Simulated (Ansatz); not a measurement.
## Geometry relaxation of Pt (part 2 of 2)

Continued. System: Pt (Fm-3m, 3 atoms in the cell). Method: DFT PBE, scalar-relativistic, plane waves, PAW, no spin polarisation (Ansatz 0.2.0); cutoff 420 eV, 6×6×6 k-mesh, Gaussian smearing of 0.1 eV. The structure was made by a generator, so it may or may not be a known phase.

Geometry of the input (Å; fractional positions):
```
0.0000  2.8739  2.8739
2.8739  0.0000  2.8739
2.8739  2.8739  0.0000
Pt 0.2500  0.2500  0.2500
Pt 0.7500  0.7500  0.7500
Pt 0.0000  0.0000  0.0000
```

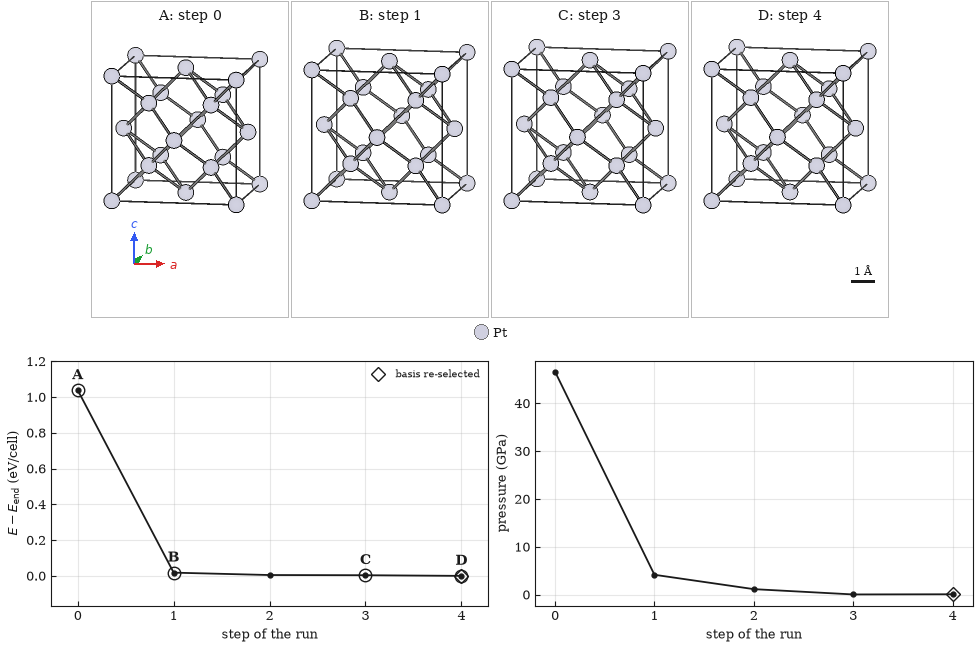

Frames of the relaxation (ball-and-stick view of the cell 4 times as large as that of the calculation, set on its symmetry axes, seen slightly off an axis) above the curves, on which the letters mark them (the first geometry is step 0 here and step 1 in the log).

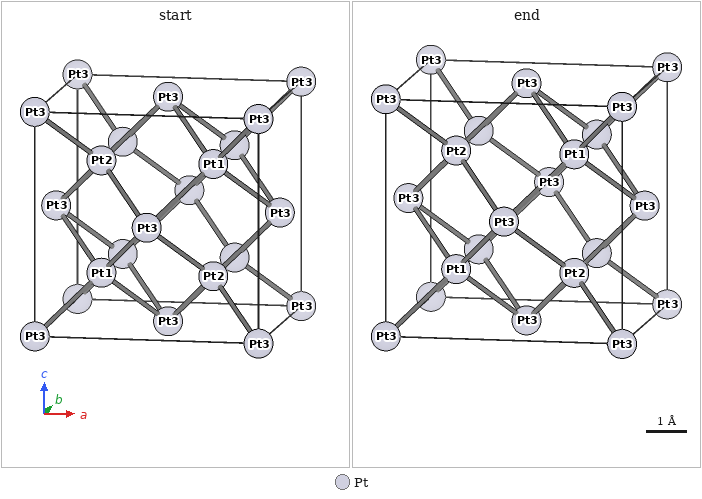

Before (left) and after (right) the relaxation, at one scale (ball-and-stick view of the cell 4 times as large as that of the calculation, set on its symmetry axes, seen slightly off an axis). No atom moves by more than 0.005 Å relative to the cell. The drawn cell changes as follows: a = b = c 5.748 → 6.070 Å (+5.6 %); the volume changes by +17.8 %. Distances before and after: Pt1–Pt3 2.489 → 2.629 Å. The space group stays Fm-3m (No. 225). After 3 geometry steps the energy has fallen by 1.034 eV per cell of the calculation. All forces vanish by symmetry, so only the cell relaxes. The pressure goes from 46.61 to 0.09 GPa. A last SCF at the same geometry on a re-selected plane-wave basis shifts the energy by −3.7 meV per cell of the calculation. (Atoms are counted from 1 in the order of the input.)

```
basis re-selected at this cell: Δ(F+E_penalty+E_count) = -3.686e-3 eV, ΔP = +0.036 GPa vs the last step (what re-selecting the basis moved, of the pressure what is left beyond the Pulay correction that the steps carried, after the strain that the cell walked since its last selection, with what the two solves' SCF thresholds leave and, on support functions, any second-order correction that the steps lacked; it is no measure of the basis error at this ecutwfc). This SCF's stress stands 8.51e-2 GPa from its target on what of the cell is left free (relax.cell.stress_tol is 4.00e-1 GPa) and its largest allowed force component is 1.51e-16 eV/Å (relax.f_tol is 4.00e-2 eV/Å): within both
SCF converged after 6 iterations
Free energy (F): -37567.749160 eV
Harris-Foulkes:  -37567.749160 eV  (|F-HF|=6.55e-10)
Internal energy: -37567.708426 eV  (E = F + TS)
E sigma→0 (E₀):  -37567.728793 eV
Entropy (-TS):   -0.040734 eV (-13.578 meV/atom)
Fermi energy:    17.701116 eV
--- Per-component energies (eV) ---
  E_band       = -669.473833
  E_kinetic    = 1910.099206
  E_local      = -5745.431080  (includes V_loc(G=0)·N_el)
  E_nonlocal   = 600.330429
  E_hartree    = 2168.912768
  E_xc         = -783.170193
  E_vxc        = -905.445186  (∫ρ·V_xc dr)
  E_paw        = -28362.529429  (= ΣΔE_a)
  E_vpaw       = -866.853467  (= ΣTr[D̂ρ^β])
  E_aug_tail   = 0.000586  (compensation charges beyond the density's cutoff)
  E_ewald      = -7355.920714
  E_smearing   = -0.040734  (= −TS)
  E_closure    = 0.000000  (closes the sum)
  Σ components = -37567.749160   (vs F -37567.749160, Δ=0.00e0)
--- Forces (eV/Å), atoms counted from 1 ---
  atom   1  Pt    -0.00000000    -0.00000000    -0.00000000
  atom   2  Pt     0.00000000     0.00000000     0.00000000
  atom   3  Pt     0.00000000    -0.00000000    -0.00000000
  max |Σ_I F_I| component: 7.40e-17 eV/Å
--- Stress (GPa, compression-positive) ---
        0.085123      -0.000000      -0.000000
       -0.000000       0.085123      -0.000000
       -0.000000      -0.000000       0.085123
  P = ⅓ Tr σ = 0.0851 GPa (0.851 kbar)
--- Band table (eV; the first three rows and the last of 16) ---
  k-point 0: bands = ["-80.7826", "-80.2817", "-80.2756", "-35.0441", "-35.0441", "-35.0441", "-34.5419", "-34.5419", "-34.5419", "-34.4194", "-34.4194", "-34.4194", "9.2386", "12.2158", "12.2158", "13.4921", "13.4921", "13.4921", "13.7045", "13.7045", "13.7045", "16.9993", "16.9993", "17.2844", "17.2844", "17.2844", "17.5647", "17.5647", "24.6844", "25.6328", "26.6637", "26.6637", "26.6637"]
  k-point 1: bands = ["-80.7822", "-80.2816", "-80.2762", "-35.0493", "-35.0493", "-35.0440", "-34.5334", "-34.5334", "-34.5224", "-34.4398", "-34.4227", "-34.4227", "9.6488", "12.4040", "12.4040", "13.0203", "13.2607", "13.2607", "14.0194", "14.0194", "14.1876", "16.6421", "16.7214", "16.7214", "17.0072", "17.0072", "17.7201", "17.7201", "22.9020", "25.4753", "26.0627", "26.0627", "27.0777"]
  k-point 2: bands = ["-80.7814", "-80.2809", "-80.2776", "-35.0593", "-35.0593", "-35.0399", "-34.5152", "-34.5152", "-34.4879", "-34.4800", "-34.4307", "-34.4307", "10.7106", "12.7974", "12.8909", "12.8909", "13.0463", "13.0463", "14.1471", "14.4401", "14.4401", "15.7633", "15.8521", "15.8521", "16.9288", "16.9288", "17.7126", "17.7126", "19.9798", "25.4066", "25.4066", "25.6289", "26.5081"]
  k-point 15: bands = ["-80.7804", "-80.2805", "-80.2791", "-35.0891", "-35.0664", "-35.0214", "-34.5548", "-34.4592", "-34.4591", "-34.4574", "-34.4562", "-34.4553", "11.8869", "12.1975", "12.2001", "13.0753", "13.1400", "13.7587", "14.2960", "14.6147", "14.9218", "15.8253", "16.0099", "16.1203", "16.9727", "17.5437", "18.3017", "18.3029", "18.9344", "19.1273", "19.3488", "26.2303", "28.1274"]
--- Relaxed structure (4 steps of the walk, 4 accepted, 1 SCFs on fresh bases) ---
  F+E_penalty+E_count = -37567.74916008 eV   max|allowed force component| = 1.511e-16 eV/Å   (the final SCF, on the basis selected at the relaxed cell)
  cell:  # Å, volume = 55.9213 Å³
    - [-8.988554726779876e-34, 3.0351660783663776, 3.0351660783663776]
    - [3.0351660783663776, -1.6838612264959645e-33, 3.0351660783663776]
    - [3.0351660783663776, 3.0351660783663776, -1.9107645123358462e-33]
  atoms:
    - { symbol: Pt, position: [0.25000000000000006, 0.25000000000000006, 0.25000000000000006] }
    - { symbol: Pt, position: [0.7500000000000001, 0.7500000000000001, 0.7500000000000001] }
    - { symbol: Pt, position: [4.6910719698520935e-34, -1.6288444339764221e-34, -3.1413428369545263e-34] }
```

**Trajectory as extended XYZ (Å, eV, eV/Å), 5 frames, from step=1 to step=5**
```
3
Lattice="0.0000 2.8739 2.8739 2.8739 0.0000 2.8739 2.8739 2.8739 0.0000" Properties=species:S:1:pos:R:3:forces:R:3 step=1 energy=-37566.71107 pressure_GPa=46.61
Pt    1.4369    1.4369    1.4369    0.0000   0.0000   0.0000
Pt    4.3108    4.3108    4.3108    0.0000   0.0000   0.0000
Pt    0.0000    0.0000    0.0000    0.0000   0.0000   0.0000
3
Lattice="0.0000 3.0140 3.0140 3.0140 0.0000 3.0140 3.0140 3.0140 0.0000" Properties=species:S:1:pos:R:3:forces:R:3 step=2 energy=-37567.73109 pressure_GPa=4.16
Pt    1.5070    1.5070    1.5070    0.0000   0.0000   0.0000
Pt    4.5210    4.5210    4.5210    0.0000   0.0000   0.0000
Pt    0.0000    0.0000    0.0000    0.0000   0.0000   0.0000
3
Lattice="0.0000 3.0292 3.0292 3.0292 0.0000 3.0292 3.0292 3.0292 0.0000" Properties=species:S:1:pos:R:3:forces:R:3 step=3 energy=-37567.74441 pressure_GPa=1.16
Pt    1.5146    1.5146    1.5146    0.0000   0.0000   0.0000
Pt    4.5438    4.5438    4.5438    0.0000   0.0000   0.0000
Pt    0.0000    0.0000    0.0000    0.0000   0.0000   0.0000
3
Lattice="0.0000 3.0352 3.0352 3.0352 0.0000 3.0352 3.0352 3.0352 0.0000" Properties=species:S:1:pos:R:3:forces:R:3 step=4 energy=-37567.74547 pressure_GPa=0.05
Pt    1.5176    1.5176    1.5176    0.0000   0.0000   0.0000
Pt    4.5527    4.5527    4.5527    0.0000   0.0000   0.0000
Pt    0.0000    0.0000    0.0000    0.0000   0.0000   0.0000
3
Lattice="0.0000 3.0352 3.0352 3.0352 0.0000 3.0352 3.0352 3.0352 0.0000" Properties=species:S:1:pos:R:3:forces:R:3 step=5 energy=-37567.74916 pressure_GPa=0.09
Pt    1.5176    1.5176    1.5176    0.0000   0.0000   0.0000
Pt    4.5527    4.5527    4.5527    0.0000   0.0000   0.0000
Pt    0.0000    0.0000    0.0000    0.0000   0.0000   0.0000
```
